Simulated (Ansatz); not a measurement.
**Geometry relaxation, with input and output: NiSi (part 1 of 2)**

The run: geometry relaxation of NiSi (P2₁3, 8 atoms in the cell). Method and program: DFT PBEsol, scalar-relativistic, plane waves, PAW, no spin polarisation (Ansatz 0.2.0).

The structure derives from an entry of the Crystallography Open Database. Figures and captions count atoms from 1; the log counts them from 0 in places.

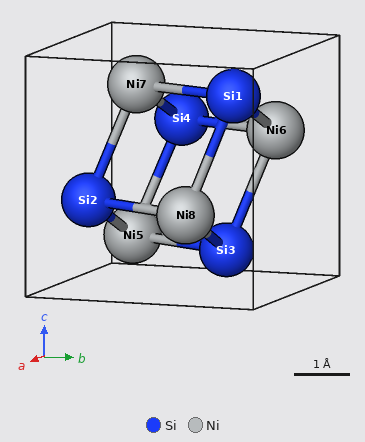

Figure 1. The input geometry (ball-and-stick view of the cell of the calculation, seen slightly off an axis; atoms are numbered from 1 in the order of the input). An atom can appear more than once, as a periodic image.

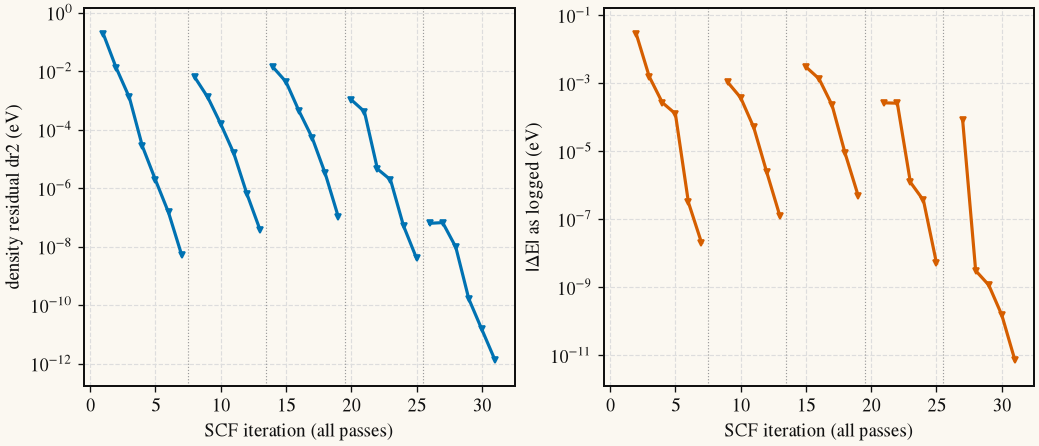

Figure 2. Convergence of the self-consistent field: density residual dr2 and size of the energy change against the SCF iteration. The dotted lines part the SCF passes of the relaxation: geometry steps, rejected trials and re-solves on a re-selected basis. The 5 passes take 6 to 7 iterations each, 31 in all.

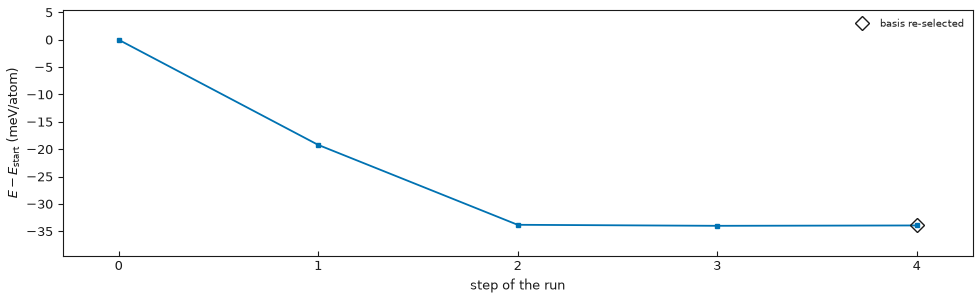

Figure 3. Progress of the relaxation, step by step (the first geometry is step 0 here and step 1 in the log).

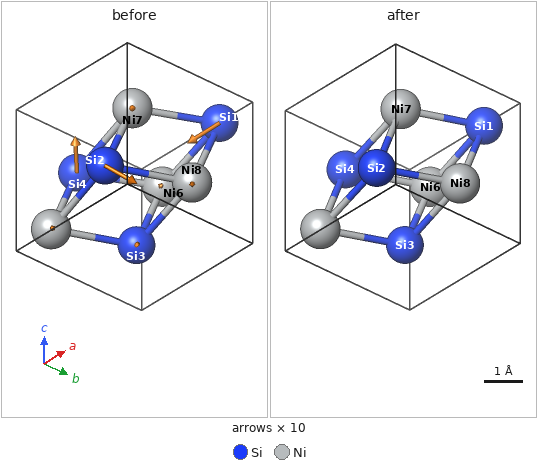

Figure 4. Before (left) and after (right) the relaxation, at one scale (ball-and-stick view of the cell of the calculation, seen at an oblique angle). The orange arrows give the displacements (without the part carried along by the change of the cell), magnified 10 times. The largest moves relative to the cell, 0.11 Å, are those of Si1, Si2, Si3 and Si4. By element the largest moves are Si 0.11 Å, Ni 0.01 Å. The drawn cell changes as follows: a = b = c 4.497 → 4.469 Å (−0.6 %); the volume changes by −1.8 %. Among the contacts that change: Si1–Ni5 2.235 → 2.342 Å, Si1–Ni6 2.474 → 2.382 Å. The space group stays P2_13 (No. 198). Over 3 geometry steps the energy falls by 34.0 meV per atom. The largest force component goes from 0.67 to 0.0091 eV/Å. The pressure goes from −2.46 to −0.08 GPa. A last SCF at the same geometry on a re-selected plane-wave basis shifts the energy by +0.1 meV per atom. (Atoms are counted from 1 in the order of the input.)

The input that produced these results follows, with the program's output.

Input file:
```yaml
crystal:
  lattice:
    - [4.49678, 0.0, 0.0]
    - [0.0, 4.49678, 0.0]
    - [0.0, 0.0, 4.49678]
  atoms:
    - { symbol: Si, position: [0.8601, 0.8601, 0.8601] }
    - { symbol: Si, position: [0.6399, 0.1399, 0.3601] }
    - { symbol: Si, position: [0.3601, 0.6399, 0.1399] }
    - { symbol: Si, position: [0.1399, 0.3601, 0.6399] }
    - { symbol: Ni, position: [0.147, 0.147, 0.147] }
    - { symbol: Ni, position: [0.353, 0.853, 0.647] }
    - { symbol: Ni, position: [0.647, 0.353, 0.853] }
    - { symbol: Ni, position: [0.853, 0.647, 0.353] }
basis:
  ecutwfc: 420
kpoints:
  mp_grid: { grid: [4, 4, 4] }
hamiltonian:
  xc: pbesol
scf:
  occupations: { method: gaussian, width: 0.1 }
output:
  forces: true
  stress: true
  eigenvalues: true
relax:
  adjacent_minimum: "off"
  f_tol: 0.05
  max_steps: 80
  cell: { stress_tol: 0.5 }
```

Run as:
```bash
ansatz run input.yaml --threads 2 --pin off --max-ram 5120MiB --backend cpu --events-out ev --progress --plain --runs-dir out
```

Log:
```
Engine: ansatz 0.2.0, x86_64-unknown-linux-gnu
Pseudopotentials: kind: paw
Pseudopotential: Si, paw, valence charge 4, recommended cutoff 420 eV (normal), Si.paw.azcp
Pseudopotential: Ni, paw, valence charge 18, recommended cutoff 420 eV (normal), Ni.paw.azcp
Functional definition: PBEsol
  exchange = pbesol_x
  correlation = pbesol_c
Crystal: 8 atoms, lattice volume = 90.930 Å³
Basis set: ecut = 420 eV, 1791 PW (Γ), exchange–correlation on 64×64×64 points (8 copies of the dense FFT grid, shifted against one another)
Bands: 53, of which v1, the nominal top of the filled ones, is band 44 counted from 1 (43 counted from 0)
Symmetry: 12 space group operations
Space group: P213 (ITA 198), of the structure as read, at distance tolerance 4.5e-5 Å
k-points: 11 of 64 (time reversal used)
Non-local potential: Si, projectors of the file, l = 0: 2, l = 1: 2, l = 2: 2
Non-local potential: Ni, projectors of the file, l = 0: 3, l = 1: 2, l = 2: 3, l = 3: 1
PAW form: soft (Blöchl's): semilocal exchange-correlation on the pseudo side does not see the compensation charge
PAW frozen core: Si, regenerated for the run's functional, and the local potential with it (the file was generated under x = pbe(κ = 0.804, μ = 0.2195149727645171), c = pbe(β = 0.06672455060314922))
PAW frozen core: Ni, regenerated for the run's functional, and the local potential with it (the file was generated under x = pbe(κ = 0.804, μ = 0.2195149727645171), c = pbe(β = 0.06672455060314922))
PAW one-centre angular grid: Si, 110 points (default); XC on 64 Gauss nodes
PAW one-centre angular grid: Ni, 590 points (default); XC on 64 Gauss nodes
Initial density: superposition of atomic densities (neutral atoms: chi_scale 0, normalization atom), corrected by the library's trained network
Initial wavefunctions: pseudopotential atomic-orbital guess
Functional: x = pbesol(κ = 0.804, μ = 0.12345679012345678), c = pbesol(β = 0.046)
SCF iter   1: F=—  HF=-25709.582506 eV  |F-HF|=—  |Δ(HF+E_count)|=         —  Δρ=1.90e-2  dr2=1.88e-1  ethr=1.77e-3  ⟨swp⟩=7.4  Hψ=2317  notcnv=0  defer=1
preconditioner: auto → Kerker (q_TF=auto, 2.713 Å⁻¹)  [metal: Δε(μ)=0.028 eV  Ē_g=7.122 eV  σ=0.100 eV  W_gap=0.16  n_scr=26 (ndim 8)  ℏωp=29.1 eV  f_vac=0.000  D(μ)=5.56/eV (n_scr^D=56)]
SCF iter   2: F=—  HF=-25709.554300 eV  |F-HF|=—  |Δ(HF+E_count)|=   2.82e-2  Δρ=4.70e-3  dr2=1.26e-2  ethr=2.13e-4  ⟨swp⟩=2.8  Hψ=1195  notcnv=0  defer=27
SCF iter   3: F=—  HF=-25709.552752 eV  |F-HF|=—  |Δ(HF+E_count)|=   1.55e-3  Δρ=1.39e-3  dr2=1.25e-3  ethr=1.43e-5  ⟨swp⟩=1.2  Hψ=559  notcnv=0  defer=27
SCF iter   4: F=—  HF=-25709.552485 eV  |F-HF|=—  |Δ(HF+E_count)|=   2.68e-4  Δρ=2.26e-4  dr2=2.67e-5  ethr=1.42e-6  ⟨swp⟩=2.2  Hψ=830  notcnv=0  defer=27
SCF iter   5: F=—  HF=-25709.552611 eV  |F-HF|=—  |Δ(HF+E_count)|=   1.26e-4  Δρ=5.56e-5  dr2=1.89e-6  ethr=3.04e-8  ⟨swp⟩=2.0  Hψ=977  notcnv=0  defer=27
SCF iter   6: F=—  HF=-25709.552610 eV  |F-HF|=—  |Δ(HF+E_count)|=   3.11e-7  Δρ=1.53e-5  dr2=1.46e-7  ethr=2.15e-9  ⟨swp⟩=2.1  Hψ=905  notcnv=0  defer=27
SCF iter   7: F=-25709.552610 eV  HF=-25709.552610 eV  |F-HF|=2.74e-9  |Δ(HF+E_count)|=   2.04e-8  Δρ=2.87e-6  dr2=5.25e-9  ethr=1.14e-10  ⟨swp⟩=9.3  Hψ=2488  notcnv=0
SCF 1 converged in 7 iterations: F = -25709.552610 eV  dr2 = 5.25e-9
  greatest PAW one-centre occupation: 1.001 electrons in one spin orbital (limit 2), on the Ni atom at site 5 (counted from 0), in its partial waves of l = 1
relax step   1: F+E_penalty+E_count = -25709.55261029 eV  Δ(F+E_penalty+E_count) = +0.000e0 eV  max|allowed force component| = 6.700e-1 eV/Å  Δτ_max = 0.0000 Å  P = -2.458 GPa  Ω = 90.930 Å³  (7 SCF iters, dr2 threshold 1.00e-7 eV, accepted)
Crystal: 8 atoms, lattice volume = 89.867 Å³
Initial density: handed on by an earlier stage of this run
Initial wavefunctions: those handed on with the density
iter 1 solved again at ethr=6.44e-6 eV; its pass at ethr=3.10e-3 eV (dr2=5.67e-3 eV) is discarded
SCF iter   1: F=—  HF=-25709.707668 eV  |F-HF|=—  |Δ(HF+E_count)|=         —  Δρ=3.42e-3  dr2=6.23e-3  ethr=6.44e-6  ⟨swp⟩=1.7  Hψ=2581  notcnv=0
preconditioner: auto → Kerker (q_TF=auto, 2.719 Å⁻¹)  [metal: Δε(μ)=0.033 eV  Ē_g=7.227 eV  σ=0.100 eV  W_gap=0.18  n_scr=26 (ndim 8)  ℏωp=29.3 eV  f_vac=0.000  D(μ)=5.23/eV (n_scr^D=56)]
SCF iter   2: F=—  HF=-25709.706596 eV  |F-HF|=—  |Δ(HF+E_count)|=   1.07e-3  Δρ=1.45e-3  dr2=1.28e-3  ethr=6.44e-6  ⟨swp⟩=1.1  Hψ=603  notcnv=0
SCF iter   3: F=—  HF=-25709.706222 eV  |F-HF|=—  |Δ(HF+E_count)|=   3.74e-4  Δρ=4.67e-4  dr2=1.55e-4  ethr=1.46e-6  ⟨swp⟩=2.2  Hψ=894  notcnv=0
SCF iter   4: F=—  HF=-25709.706273 eV  |F-HF|=—  |Δ(HF+E_count)|=   5.02e-5  Δρ=1.55e-4  dr2=1.54e-5  ethr=1.76e-7  ⟨swp⟩=2.0  Hψ=810  notcnv=0
iter 5 did not close the SCF: its close was put off for the readings that it lacked (scf_convergence_deferred on its scf_iter line)
SCF iter   5: F=-25709.706270 eV  HF=-25709.706270 eV  |F-HF|=5.99e-7  |Δ(HF+E_count)|=   2.39e-6  Δρ=2.84e-5  dr2=6.36e-7  ethr=1.75e-8  ⟨swp⟩=2.2  Hψ=969  notcnv=0
SCF iter   6: F=-25709.706270 eV  HF=-25709.706270 eV  |F-HF|=1.71e-8  |Δ(HF+E_count)|=   1.26e-7  Δρ=6.34e-6  dr2=3.82e-8  ethr=7.22e-10  ⟨swp⟩=3.9  Hψ=2284  notcnv=0
SCF 2 converged in 6 iterations: F = -25709.706270 eV  dr2 = 3.82e-8
  greatest PAW one-centre occupation: 1.001 electrons in one spin orbital (limit 2), on the Ni atom at site 7 (counted from 0), in its partial waves of l = 1
relax step   2: F+E_penalty+E_count = -25709.70626999 eV  Δ(F+E_penalty+E_count) = -1.537e-1 eV  max|allowed force component| = 4.563e-1 eV/Å  Δτ_max = 0.0350 Å  P = -0.968 GPa  Ω = 89.867 Å³  energy of the carried Pulay correction = +3.367e-4 eV  (6 SCF iters, dr2 threshold 8.00e-7 eV, accepted)
Crystal: 8 atoms, lattice volume = 88.956 Å³
Basis set: ecut = 420 eV, 1743 PW (Γ), exchange–correlation on 64×64×64 points (8 copies of the dense FFT grid, shifted against one another)
iter 1 solved again at ethr=1.32e-5 eV; its pass at ethr=3.10e-3 eV (dr2=1.16e-2 eV) is discarded
SCF iter   1: F=—  HF=-25709.827685 eV  |F-HF|=—  |Δ(HF+E_count)|=         —  Δρ=5.44e-3  dr2=1.36e-2  ethr=1.32e-5  ⟨swp⟩=2.1  Hψ=2626  notcnv=0
preconditioner: auto → Kerker (q_TF=auto, 2.723 Å⁻¹)  [metal: Δε(μ)=0.023 eV  Ē_g=7.291 eV  σ=0.100 eV  W_gap=0.13  n_scr=26 (ndim 8)  ℏωp=29.5 eV  f_vac=0.000  D(μ)=4.80/eV (n_scr^D=32)]
SCF iter   2: F=—  HF=-25709.824687 eV  |F-HF|=—  |Δ(HF+E_count)|=   3.00e-3  Δρ=2.69e-3  dr2=4.28e-3  ethr=1.32e-5  ⟨swp⟩=1.0  Hψ=583  notcnv=0
SCF iter   3: F=—  HF=-25709.823340 eV  |F-HF|=—  |Δ(HF+E_count)|=   1.35e-3  Δρ=7.83e-4  dr2=4.25e-4  ethr=4.87e-6  ⟨swp⟩=2.6  Hψ=871  notcnv=0
SCF iter   4: F=—  HF=-25709.823114 eV  |F-HF|=—  |Δ(HF+E_count)|=   2.26e-4  Δρ=2.80e-4  dr2=5.27e-5  ethr=4.83e-7  ⟨swp⟩=2.0  Hψ=854  notcnv=0
SCF iter   5: F=—  HF=-25709.823105 eV  |F-HF|=—  |Δ(HF+E_count)|=   8.65e-6  Δρ=6.17e-5  dr2=3.16e-6  ethr=5.98e-8  ⟨swp⟩=2.2  Hψ=907  notcnv=0
SCF iter   6: F=-25709.823105 eV  HF=-25709.823105 eV  |F-HF|=5.45e-8  |Δ(HF+E_count)|=   4.93e-7  Δρ=1.10e-5  dr2=1.05e-7  ethr=9.09e-10  ⟨swp⟩=7.2  Hψ=2653  notcnv=0
SCF 3 converged in 6 iterations: F = -25709.823105 eV  dr2 = 1.05e-7
  greatest PAW one-centre occupation: 1.001 electrons in one spin orbital (limit 2), on the Ni atom at site 4 (counted from 0), in its partial waves of l = 1
relax step   3: F+E_penalty+E_count = -25709.82310473 eV  Δ(F+E_penalty+E_count) = -1.168e-1 eV  max|allowed force component| = 3.151e-2 eV/Å  Δτ_max = 0.0741 Å  P = +0.633 GPa  Ω = 88.956 Å³  energy of the carried Pulay correction = +6.287e-4 eV  (6 SCF iters, dr2 threshold 8.00e-7 eV, accepted)
Crystal: 8 atoms, lattice volume = 89.251 Å³
iter 1 solved again at ethr=1.25e-6 eV; its pass at ethr=3.10e-3 eV (dr2=1.10e-3 eV) is discarded
SCF iter   1: F=—  HF=-25709.825109 eV  |F-HF|=—  |Δ(HF+E_count)|=         —  Δρ=1.14e-3  dr2=1.04e-3  ethr=1.25e-6  ⟨swp⟩=2.4  Hψ=2368  notcnv=0
preconditioner: auto → Kerker (q_TF=auto, 2.722 Å⁻¹)  [metal: Δε(μ)=0.028 eV  Ē_g=7.269 eV  σ=0.100 eV  W_gap=0.16  n_scr=26 (ndim 8)  ℏωp=29.4 eV  f_vac=0.000  D(μ)=4.86/eV (n_scr^D=32)]
SCF iter   2: F=—  HF=-25709.824845 eV  |F-HF|=—  |Δ(HF+E_count)|=   2.63e-4  Δρ=6.48e-4  dr2=4.14e-4  ethr=1.18e-6  ⟨swp⟩=1.0  Hψ=583  notcnv=0
SCF iter   3: F=—  HF=-25709.824588 eV  |F-HF|=—  |Δ(HF+E_count)|=   2.57e-4  Δρ=9.63e-5  dr2=4.51e-6  ethr=4.71e-7  ⟨swp⟩=2.1  Hψ=893  notcnv=0
SCF iter   4: F=—  HF=-25709.824587 eV  |F-HF|=—  |Δ(HF+E_count)|=   1.22e-6  Δρ=5.66e-5  dr2=1.92e-6  ethr=5.13e-9  ⟨swp⟩=2.0  Hψ=1050  notcnv=0
iter 5 did not close the SCF: its close was put off for the readings that it lacked (scf_convergence_deferred on its scf_iter line)
SCF iter   5: F=-25709.824586 eV  HF=-25709.824586 eV  |F-HF|=2.08e-8  |Δ(HF+E_count)|=   3.60e-7  Δρ=8.95e-6  dr2=5.07e-8  ethr=2.18e-9  ⟨swp⟩=2.0  Hψ=770  notcnv=0
SCF iter   6: F=-25709.824586 eV  HF=-25709.824586 eV  |F-HF|=2.01e-9  |Δ(HF+E_count)|=   5.09e-9  Δρ=3.00e-6  dr2=3.94e-9  ethr=5.77e-11  ⟨swp⟩=2.2  Hψ=1841  notcnv=0
SCF 4 converged in 6 iterations: F = -25709.824586 eV  dr2 = 3.94e-9
relax step   4: F+E_penalty+E_count = -25709.82458646 eV  Δ(F+E_penalty+E_count) = -1.482e-3 eV  max|allowed force component| = 9.074e-3 eV/Å  Δτ_max = 0.0070 Å  P = -0.076 GPa  Ω = 89.251 Å³  energy of the carried Pulay correction = +5.339e-4 eV  (6 SCF iters, dr2 threshold 8.00e-7 eV, accepted)
Basis set: ecut = 420 eV, 1743 PW (Γ), exchange–correlation on 60×60×60 points (8 copies of the dense FFT grid, shifted against one another)
Initial wavefunctions: pseudopotential atomic-orbital guess (no wavefunctions were taken with the density)
iter 1 solved again at ethr=9.23e-7 eV; its pass at ethr=3.10e-3 eV (dr2=8.12e-4 eV) is discarded
```
